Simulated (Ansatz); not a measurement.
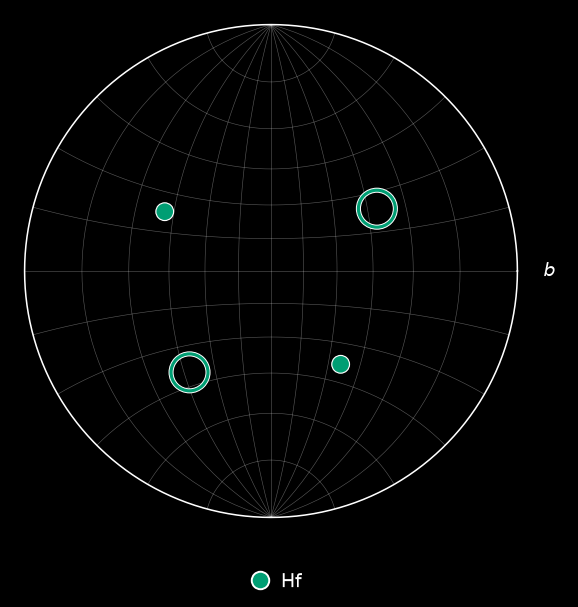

Crystal: HfO2, the geometry relaxed with DFT, r2SCAN, plane waves, PAW in Ansatz 0.2.0. Directions from one oxygen atom at (0.448, 0.758, 0.479) to its bonded neighbours, in stereographic projection down c (filled: above the plane of the page or in it, open: below). All values are computed from the atomic coordinates in the standard setting (tolerance 0.002 Å).

Neighbours are counted up to 2.68 Å for Hf.

```yaml
crystal:
  lattice:
    - [5.11378, 0.00000, 0.00000]
    - [0.00000, 5.18148, 0.00000]
    - [-0.86957, 0.00000, 5.22305]
  atoms:
    - { symbol: Hf, position: [0.27619, 0.04183, 0.20820] }
    - { symbol: Hf, position: [0.72381, 0.54183, 0.29180] }
    - { symbol: Hf, position: [0.72381, 0.95817, 0.79180] }
    - { symbol: Hf, position: [0.27619, 0.45817, 0.70820] }
    - { symbol: O, position: [0.44792, 0.75769, 0.47851] }
    - { symbol: O, position: [0.55208, 0.25769, 0.02149] }
    - { symbol: O, position: [0.55208, 0.24231, 0.52149] }
    - { symbol: O, position: [0.44792, 0.74231, 0.97851] }
    - { symbol: O, position: [0.07017, 0.33391, 0.34392] }
    - { symbol: O, position: [0.92983, 0.83391, 0.15608] }
    - { symbol: O, position: [0.92983, 0.66609, 0.65608] }
    - { symbol: O, position: [0.07017, 0.16609, 0.84392] }
```

Question: How many neighbours are there, and at what angles?

Answer: 4: 1 Hf at 2.14 Å, 1 Hf at 2.16 Å, 1 Hf at 2.24 Å, 1 Hf at 2.25 Å. Angles between bonds: 100° (1×), 101° (1×), 103° (1×), 106° (1×), 108° (1×), 133° (1×).

Question: What is the site's symmetry in the crystal?

Answer: Point group 1 (C1), order 1: the identity alone. In No. 14, P2_1/c this is Wyckoff position 4e.
